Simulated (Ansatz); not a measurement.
**Rh: density, localisation and related maps**

```
CELL_PARAMETERS angstrom
4.50274 0.00000 0.00000
-2.25137 3.89949 0.00000
0.00000 0.00000 2.76360
ATOMIC_POSITIONS crystal
Rh 0.00000 0.00000 0.00000
Rh 0.33333 0.66667 0.50000
Rh 0.66667 0.33333 0.50000
```

Space group P6/mmm; set up as Rh, omega (AlB2-type); a generated structure, not necessarily the stable one; changed on purpose from its base cell (volume × 1.12); computed pressure about −20 GPa in this cell; spin-polarised.

Theory: Ansatz, DFT, PBE, plane waves (420 eV) with PAW, scalar-relativistic.

Core electrons are frozen (PAW), and the valence fields are smoothed inside the atomic spheres.

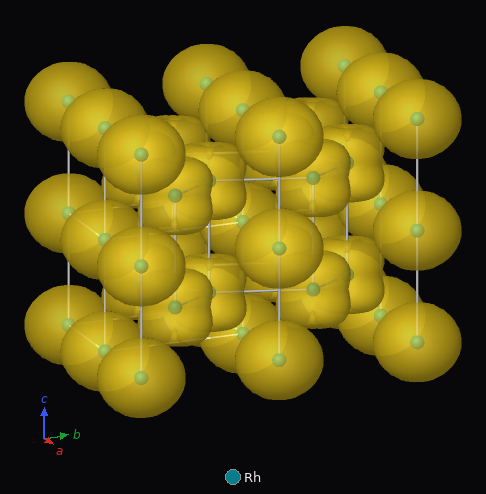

Figure 1. Isosurfaces of the magnetisation density (up minus down) at +0.015 (yellow) and −0.015 e/Å³ (cyan), seen slightly off an axis. Sticks mark near contacts.

### Which atoms carry the moments, and with what signs?

The spin density sits on Rh: +0.4 μB in one cell of 3 atoms: parallel moments, as they must be, since the calculation's own cell holds one magnetic site. The cell of the calculation (3 atoms) carries 0.9 μB of net spin moment. Only one sign reaches the isovalue.

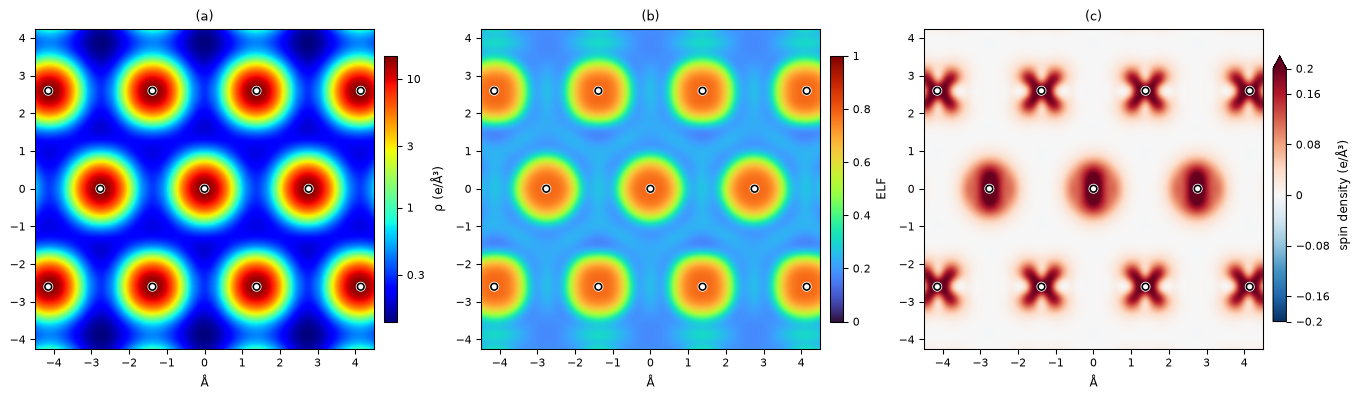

Figure 2. (a) valence electron density; (b) electron localisation function; (c) magnetisation density (up minus down) on the (110) plane of the conventional cell. Circles mark the nuclei in the plane (Rh).

### Interpret the plot.

The section cuts through Rh sites.
Rh–Rh (2.76 Å): the density is about 0.31 e/Å³ at the midpoint; the ELF is about 0.25 at the midpoint; no localised pair shows between them.
Between the atoms the lowest density in this plane is 0.13 e/Å³.
The features right at Rh lie inside the PAW spheres, where the map follows smoothed inner orbitals and isn't to be read closely.

### Metal or insulator at this level of theory?

It is gapless in this calculation (a metal or semimetal).
